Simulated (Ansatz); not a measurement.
**Single-point calculation, with input and output: Al₁₅ZnO₂₄ (charge −1) (part 1 of 2)**

The run: single-point calculation of Al₁₅ZnO₂₄ (defect cell, 40 atoms in the cell, total charge −1). Method and program: DFT PBE, scalar-relativistic, plane waves, PAW, spin-polarised (Ansatz 0.2.0).

The structure derives from a Materials Project entry. Figures and captions count atoms from 1; the log counts them from 0 in places.

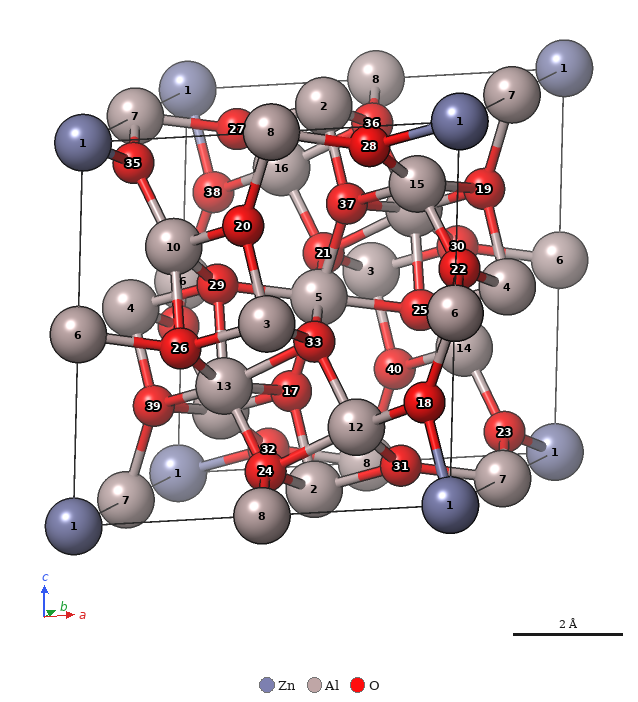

Figure 1. The input geometry (ball-and-stick view of the cell of the calculation, seen slightly off an axis; atoms are numbered from 1 in the order of the input). An atom can appear more than once, as a periodic image. Near neighbours in the periodic cell (some may lie outside the picture): Zn has 6 O at 2.01 Å; Al has 6 O at 1.81 to 2.02 Å; O has 4 Al at 1.82 to 2.02 Å; O has 3 Al at 1.81 to 2.01 Å and 1 Zn at 2.01 Å.

**Key numbers**

```tsv
quantity	value
outcome	converged
electrons treated	202
free energy	−25042.9360 eV
Fermi energy	10.659 eV
gap on the k-point mesh	4.97 eV
net moment of the cell	0.00 μB
integrated absolute moment	0.00 μB
largest force (length of the vector)	0.861 eV/Å
hardware	4 threads of Arm Neoverse V2, 24 GiB of memory available, shared host
wall time	2.7 min (CPU time 10 min)
peak memory	1.9 GiB
```

**Notes**

The program warns: some starting moments were not kept. The cell is charged and computed with a neutralising background, so its energy and pressure depend on the cell and aren't those of a real crystal.

**Input**
```yaml
crystal:
  lattice:
    - [-4.7976, -2.769896, 4.462709]
    - [4.7976, -2.769896, 4.462709]
    - [0.0, 5.539791, 4.462709]
  atoms:
    - { symbol: Zn, position: [0.0009977914, 0.0002831244, -0.0001661809], spin: 0.15 }
    - { symbol: Al, position: [0.500971389, 0.500225456, -0.0001873075] }
    - { symbol: Al, position: [0.5009509611, 0.0002531901, 0.4998615592] }
    - { symbol: Al, position: [0.0010243251, 0.5002432191, 0.4998624529] }
    - { symbol: Al, position: [0.5009728708, 0.5002228071, 0.4998859591] }
    - { symbol: Al, position: [0.0010204449, 0.0002513095, 0.4998802373] }
    - { symbol: Al, position: [0.0010023394, 0.5003439923, -0.0002122511] }
    - { symbol: Al, position: [0.5009757677, 0.0003189147, -0.000189471] }
    - { symbol: Al, position: [0.6944520231, 0.6937251797, 0.6933292809] }
    - { symbol: Al, position: [0.1958756944, 0.1934004755, 0.6914665895] }
    - { symbol: Al, position: [0.1941434774, 0.6918357004, 0.1947429713] }
    - { symbol: Al, position: [0.6927389207, 0.1951222401, 0.1931372069] }
    - { symbol: Al, position: [0.3075746482, 0.3067850702, 0.306350367] }
    - { symbol: Al, position: [0.80620836, 0.8071446196, 0.3083587398] }
    - { symbol: Al, position: [0.8078580095, 0.3086499994, 0.804975891] }
    - { symbol: Al, position: [0.3092883785, 0.8053907216, 0.8066357542] }
    - { symbol: O, position: [0.4166777394, 0.5588226831, 0.2520639634] }
    - { symbol: O, position: [0.9086336875, 0.0628072946, 0.2636594807], spin: 0.09 }
    - { symbol: O, position: [0.9161768536, 0.5618408095, 0.7509758055] }
    - { symbol: O, position: [0.4160188527, 0.0593807679, 0.751902083] }
    - { symbol: O, position: [0.4423758744, 0.7479867932, 0.5841859807] }
    - { symbol: O, position: [0.9418788639, 0.2482264031, 0.5848440417] }
    - { symbol: O, position: [0.9383855467, 0.7365617269, 0.0923305401], spin: 0.09 }
    - { symbol: O, position: [0.439428252, 0.2490828978, 0.0846171341] }
    - { symbol: O, position: [0.7487411792, 0.5845619893, 0.4412669191] }
    - { symbol: O, position: [0.2498808418, 0.0850936737, 0.4382079542] }
    - { symbol: O, position: [0.2488667992, 0.5852819848, 0.9407289335] }
    - { symbol: O, position: [0.7373437084, 0.0926548548, 0.9372455228], spin: 0.09 }
    - { symbol: O, position: [0.2532356824, 0.4159486956, 0.5584383748] }
    - { symbol: O, position: [0.7520889834, 0.9154328315, 0.5614978675] }
    - { symbol: O, position: [0.7530470201, 0.4152311499, 0.0588955743] }
    - { symbol: O, position: [0.2647769679, 0.9077447248, 0.062336902], spin: 0.09 }
    - { symbol: O, position: [0.5595963186, 0.2524908509, 0.4155624617] }
    - { symbol: O, position: [0.0600727534, 0.7522863728, 0.414863306] }
    - { symbol: O, position: [0.0635733967, 0.2640423689, 0.907364064], spin: 0.09 }
    - { symbol: O, position: [0.5625333294, 0.7513503518, 0.915027632] }
    - { symbol: O, position: [0.5852759398, 0.4415896468, 0.7476019413] }
    - { symbol: O, position: [0.0934410958, 0.9377272581, 0.7360578497], spin: 0.09 }
    - { symbol: O, position: [0.0858343894, 0.4386595117, 0.2486792152] }
    - { symbol: O, position: [0.586008877, 0.9411569794, 0.2478139415] }
magnetization:
  spin_polarized: true
total_charge: -1
basis:
  ecutwfc: 420
  fft_grid_basis: typed
kpoints:
  mp_grid: { grid: [3, 3, 3] }
hamiltonian:
  xc: pbe
  pseudopotentials: { kind: paw }
scf:
  occupations: { method: gaussian, width: 0.05 }
output:
  forces: true
  stress: false
  eigenvalues: true
  bader: true
  write_density: true
  volumetric_format: npy
  populations: true
```

Run as:
```bash
ansatz run input.yaml --threads 4 --pin off --max-ram 10240MiB --backend cpu --events-out ev --progress --plain --runs-dir out
```

**Log**
```
Engine: ansatz 0.2.0, aarch64-unknown-linux-gnu
Pseudopotentials: kind: paw
Pseudopotential: Zn, paw, valence charge 12, recommended cutoff 420 eV (normal), Zn.paw.azcp
Pseudopotential: Al, paw, valence charge 3, recommended cutoff 420 eV (normal), Al.paw.azcp
Pseudopotential: O, paw, valence charge 6, recommended cutoff 420 eV (normal), O.paw.azcp
Functional definition: PBE
  parameter kappa = 0.804
  parameter beta = 0.06672455060314922
  exchange = pbe_x(kappa = kappa, mu = beta*pi^2/3)
  correlation = pbe_c(beta = beta)
Crystal: 40 atoms, lattice volume = 355.826 Å³
Basis set: ecut = 420 eV, 6945 PW (Γ), exchange–correlation on 96×96×96 points (8 copies of the dense FFT grid, shifted against one another)
Bands: 142, of which v1, the nominal top of the filled ones, is band 101 counted from 1 (100 counted from 0)
Symmetry: 1 space group operations
Space group: P1 (ITA 1), of the structure as read, at distance tolerance 7.1e-5 Å
Magnetic group: BNS 1.1 (UNI 1), of the structure as read, at distance tolerance 7.1e-5 Å
k-points: 14 of 27 (time reversal used)
Non-local potential: Zn, projectors of the file, l = 0: 2, l = 1: 2, l = 2: 3, l = 3: 1
Non-local potential: Al, projectors of the file, l = 0: 2, l = 1: 2, l = 2: 1
Non-local potential: O, projectors of the file, l = 0: 2, l = 1: 2, l = 2: 1
PAW form: soft (Blöchl's): semilocal exchange-correlation on the pseudo side does not see the compensation charge
PAW one-centre angular grid: Zn, 590 points (default); XC on 64 Gauss nodes
PAW one-centre angular grid: Al, 110 points (default); XC on 64 Gauss nodes
PAW one-centre angular grid: O, 110 points (default); XC on 64 Gauss nodes
Initial density: superposition of atomic densities (chi_scale 0.1, normalization cell, long waves kept (reshape's long-wave potential 0.43 eV rms))
Starting moments: Σ|m| = 0.69 μB on 7 of 40 sites
Initial wavefunctions: pseudopotential atomic-orbital guess
Functional: x = pbe(κ = 0.804, μ = 0.2195149727645171), c = pbe(β = 0.06672455060314922)
SCF iter   1: F=—  HF=-25057.443302 eV  |F-HF|=—  |Δ(HF+E_count)|=         —  Δρ=6.18e-2 (↑5.63e-2 ↓6.18e-2)  dr2=4.82e1  dr2_m=8.02e-2  M=0.000 μB ∫|m|=0.095 μB  β_m=0.30  ethr=3.10e-3  ⟨swp⟩=6.6  Hψ=17985  notcnv=0  defer=503
preconditioner: auto → Resta (q_TF=auto, 2.483 Å⁻¹)  ε∞=3.3  [insulator: Δε(μ)=6.630 eV  Ē_g=18.300 eV  σ=0.050 eV  W_gap=1.00  n_scr=92 (ndim 8)  ℏωp=28.0 eV  f_vac=0.000  D(μ)=0.00/eV (n_scr^D=0)  ε∞_Penn≈3.3]
spin=Collinear: Resta preconditioning applied to the charge; magnetization (m = ρ↑ − ρ↓) channel mixes plain (no charge-response kernel on spin).
SCF iter   2: F=—  HF=-25046.757967 eV  |F-HF|=—  |Δ(HF+E_count)|=    1.07e1  Δρ=3.19e-2 (↑2.84e-2 ↓3.19e-2)  dr2=1.38e1  dr2_m=4.04e-2  M=0.000 μB ∫|m|=0.076 μB  β_m=0.30  ethr=3.10e-3  ⟨swp⟩=2.3  Hψ=7340  notcnv=0  defer=982
SCF iter   3: F=—  HF=-25043.255250 eV  |F-HF|=—  |Δ(HF+E_count)|=    3.50e0  Δρ=1.55e-2 (↑1.55e-2 ↓1.55e-2)  dr2=1.95e0  dr2_m=2.07e-2  M=0.000 μB ∫|m|=0.062 μB  β_m=0.30  ethr=3.10e-3  ⟨swp⟩=3.9  Hψ=6081  notcnv=0  defer=982
SCF iter   4: F=—  HF=-25042.909224 eV  |F-HF|=—  |Δ(HF+E_count)|=   3.46e-1  Δρ=4.10e-3 (↑4.10e-3 ↓2.89e-3)  dr2=7.09e-2  dr2_m=1.07e-2  M=0.000 μB ∫|m|=0.049 μB  β_m=0.30  ethr=9.66e-4  ⟨swp⟩=2.6  Hψ=6511  notcnv=0  defer=984
SCF iter   5: F=—  HF=-25042.921774 eV  |F-HF|=—  |Δ(HF+E_count)|=   1.26e-2  Δρ=2.56e-3 (↑2.56e-3 ↓1.72e-3)  dr2=2.62e-2  dr2_m=5.59e-3  M=0.000 μB ∫|m|=0.038 μB  β_m=0.30  ethr=3.51e-5  ⟨swp⟩=2.0  Hψ=5382  notcnv=0  defer=984
SCF iter   6: F=—  HF=-25042.927853 eV  |F-HF|=—  |Δ(HF+E_count)|=   6.08e-3  Δρ=1.80e-3 (↑1.80e-3 ↓1.14e-3)  dr2=1.14e-2  dr2_m=2.95e-3  M=0.000 μB ∫|m|=0.030 μB  β_m=0.30  ethr=1.30e-5  ⟨swp⟩=2.0  Hψ=4777  notcnv=0  defer=984
SCF iter   7: F=—  HF=-25042.934367 eV  |F-HF|=—  |Δ(HF+E_count)|=   6.51e-3  Δρ=7.47e-4 (↑7.03e-4 ↓7.47e-4)  dr2=5.80e-4  dr2_m=1.57e-3  M=0.000 μB ∫|m|=0.024 μB  β_m=0.30  ethr=5.66e-6  ⟨swp⟩=2.0  Hψ=5299  notcnv=0  defer=984
Mixer restart at iter 7: flushing history
spin-set hold released at iteration 7 (site moments contracting): the magnetisation degrees of freedom join the quasi-Newton model from the next iteration; the mixer history was flushed
SCF iter   8: F=—  HF=-25042.934708 eV  |F-HF|=—  |Δ(HF+E_count)|=   3.42e-4  Δρ=5.34e-4 (↑5.26e-4 ↓5.34e-4)  dr2=3.31e-4  dr2_m=8.44e-4  M=0.000 μB ∫|m|=0.019 μB  β_m=0.65  ethr=2.87e-7  ⟨swp⟩=2.0  Hψ=4625  notcnv=0  defer=984
SCF iter   9: F=—  HF=-25042.935344 eV  |F-HF|=—  |Δ(HF+E_count)|=   6.36e-4  Δρ=1.09e-4 (↑1.01e-4 ↓1.09e-4)  dr2=7.62e-5  dr2_m=6.31e-6  M=0.000 μB ∫|m|=0.004 μB  β_m=0.58  ethr=1.64e-7  ⟨swp⟩=2.0  Hψ=5406  notcnv=0  defer=984
SCF iter  10: F=—  HF=-25042.935990 eV  |F-HF|=—  |Δ(HF+E_count)|=   6.46e-4  Δρ=3.18e-5 (↑3.18e-5 ↓3.09e-5)  dr2=6.82e-6  dr2_m=2.00e-6  M=0.000 μB ∫|m|=0.002 μB  β_m=0.71  ethr=3.77e-8  ⟨swp⟩=2.0  Hψ=5848  notcnv=0  defer=984
SCF iter  11: F=—  HF=-25042.935999 eV  |F-HF|=—  |Δ(HF+E_count)|=   8.86e-6  Δρ=1.83e-5 (↑1.83e-5 ↓1.13e-5)  dr2=2.10e-6  dr2_m=1.37e-7  M=0.000 μB ∫|m|=0.001 μB  β_m=0.67  ethr=3.38e-9  ⟨swp⟩=2.0  Hψ=5509  notcnv=0  defer=984
SCF iter  12: F=—  HF=-25042.935999 eV  |F-HF|=—  |Δ(HF+E_count)|=   8.88e-7  Δρ=5.04e-6 (↑3.79e-6 ↓5.04e-6)  dr2=2.37e-7  dr2_m=7.47e-9  M=0.000 μB ∫|m|=0.000 μB  β_m=0.84  ethr=1.04e-9  ⟨swp⟩=2.0  Hψ=5296  notcnv=0  defer=984
SCF iter  13: F=-25042.936000 eV  HF=-25042.936000 eV  |F-HF|=1.28e-8  |Δ(HF+E_count)|=   2.63e-7  Δρ=1.59e-6 (↑1.39e-6 ↓1.59e-6)  dr2=2.64e-8  dr2_m=9.39e-11  M=0.000 μB ∫|m|=0.000 μB  ethr=4.95e-11  ⟨swp⟩=19.9  Hψ=26315  notcnv=0
SCF 1 converged in 13 iterations: F = -25042.936000 eV  dr2 = 2.64e-8
  greatest PAW one-centre occupation: 0.995 electrons in one spin orbital (limit 2), on the Zn atom at site 0 (counted from 0), in its partial waves of l = 2
```

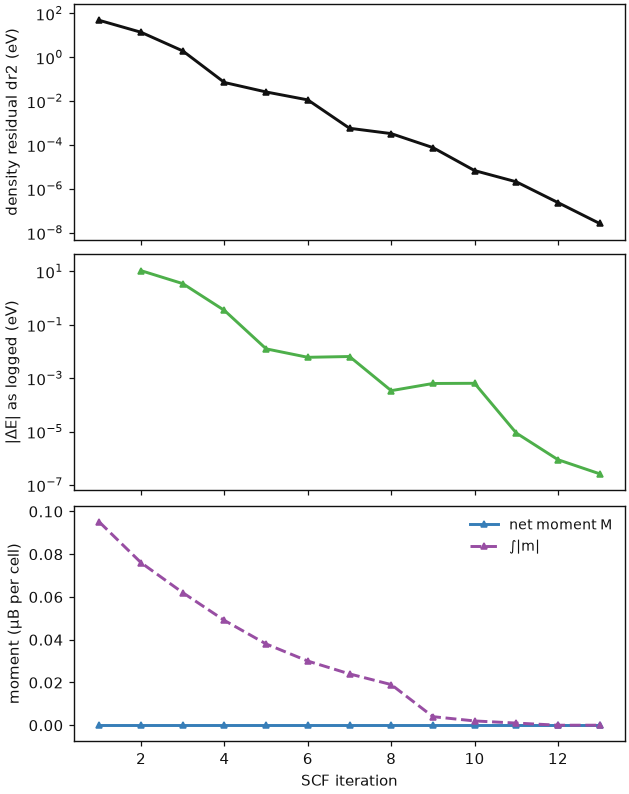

Figure 2. Convergence of the self-consistent field: density residual dr2, size of the energy change and magnetic moment against the SCF iteration. The residual falls at every step. The net moment stays at 0.0 μB per cell, and ∫|m| falls to zero.

```
WARN: the starting moments were not kept: the SCF closed with an absolute magnetisation of 9.7e-6 μB, where they sum to 0.69 μB in size (7 sites). That is at most 0.1 of that sum. Measured as dr2_m measures the in/out step, that magnetisation stands 3.4e-12 eV from none, at or under the dr2_threshold of 1.0e-7 eV: it is no larger than a step whose dr2_m would equal this threshold. The system may hold no moment; this SCF shows only that its start led to no more than that. To try another start: raise the starting moments (crystal.atoms[].spin, magnetization.per_species, magnetization.initial_magnetization, or on a non-collinear deck that types none of these the spinor_matrix: blocks that start its atoms; where the total moment is fixed, keep their sum and leave initial_magnetization as it is; typed ones take the place of any that the run laid by itself, positive ones on a crystal's lanthanoids without a Hubbard term where scf.initial_density.shell_occupations: [] is typed) or, if the notice of its spin-set hold's release reads "site moments contracting" or "site moments show no strong build", lengthen the hold (scf.mixing.spin_hold: { on: { confirm: 4 } }; for m-r²SCAN on two components see the key's manual first). Each may lead to a state that holds a moment. A second SCF, from the converged charge density, with the starting moments and any scf.initial_density.shell_occupations laid on it anew, would have followed, and was not run: the deck does not ask for one (magnetization.retry_lost_moments is false, the default). To let it run, set magnetization.retry_lost_moments: true and run the deck again, where that key's refused combinations let it; where memory then withholds it, that run's warning says so.
SCF converged after 13 iterations
Magnetization: 0.0000 μB (101.0000 up, 101.0000 down)
Absolute magnetization: 0.0000 μB (∫|ρ↑−ρ↓|, with the PAW one-centre terms)
Spin contamination: 0.0000 ħ² per cell (⟨S²⟩ above its minimum at these occupations)
Per-site moments (μB) at R_I (Å): [(-1.0568716278006827e-7, 0.8273801264165564), (6.163890311313972e-8, 0.7876341189645444), (6.187986650106225e-8, 0.7875960482655612), (6.229516545732487e-8, 0.7876711006236008), (3.353232197634532e-8, 0.7882804848572681), (3.798081184613898e-8, 0.767797842446382), (3.730043441480562e-8, 0.7680876688573129), (3.76326866206124e-8, 0.7680417575529688), (4.160158078091724e-8, 0.7510680076828508), (2.1593961028046094e-8, 0.7482025468772049), (2.1674512382263925e-8, 0.7483501182068789), (2.1561745842041365e-8, 0.7481039287295217), (4.146965005127145e-8, 0.7511028016973581), (2.1666466796167937e-8, 0.7483128565871581), (2.1621033147820163e-8, 0.7482843091989668), (2.2106863925786027e-8, 0.7480654555924691), (-8.56782439412959e-8, 0.7543159969383487), (2.1923370698169573e-8, 0.7481039287295217), (-2.068826244666009e-7, 0.7511822703680316), (-3.1408227559042004e-7, 0.7520739931484959), (-8.198105078165628e-8, 0.7542615741117411), (-3.1336147181331017e-7, 0.7520384731742144), (2.3891986121191342e-8, 0.7483128565871581), (-2.04188787197079e-7, 0.7512073296196019), (-8.238806983249927e-8, 0.7544155518446233), (-1.9976428001941121e-7, 0.7511028016973581), (-3.0868162204353097e-7, 0.7520704677755291), (2.5627232683651746e-8, 0.7482843091989668), (-8.300315372640305e-8, 0.7543981981784843), (-2.044361032652993e-7, 0.7510680076828508), (-3.115982411468634e-7, 0.7521673499567415), (2.1691556054210116e-8, 0.7483501182068789), (-8.58745147213955e-8, 0.7542426769622025), (-3.1401752797120076e-7, 0.7520935427861879), (2.964493718317935e-8, 0.7482025468772049), (-2.0345216072294014e-7, 0.7511428720600294), (-8.185933565089838e-8, 0.7543830876807673), (1.7627873978250878e-8, 0.7480654555924691), (-2.0521830802292543e-7, 0.751226728826309), (-3.142908440847235e-7, 0.7522879635373444)]
Free energy (F): -25042.936000 eV
Harris-Foulkes:  -25042.936000 eV  (|F-HF|=1.28e-8)
Internal energy: -25042.936000 eV  (E = F + TS)
E sigma→0 (E₀):  -25042.936000 eV
Fermi energy:    10.659189 eV
--- Per-component energies (eV) ---
  E_band       = 210.391085
  E_kinetic    = 4861.800601
  E_local      = -10566.817844  (includes V_loc(G=0)·N_el)
  E_nonlocal   = 1917.572884
  E_hartree    = 4081.596355
  E_xc         = -2561.766783
  E_vxc        = -2824.021346  (∫ρ·V_xc dr)
  E_paw        = -12657.667994  (= ΣΔE_a)
  E_vpaw       = -1341.399264  (= ΣTr[D̂ρ^β])
  E_aug_tail   = 0.060331  (compensation charges beyond the density's cutoff)
  E_ewald      = -10117.713550
  E_smearing   = -0.000000  (= −TS)
  E_closure    = 0.000000  (closes the sum)
  E_deformation_potential = -17.846354  (in the stress; not in F)
  Σ components = -25042.936000   (vs F -25042.936000, Δ=0.00e0)
```
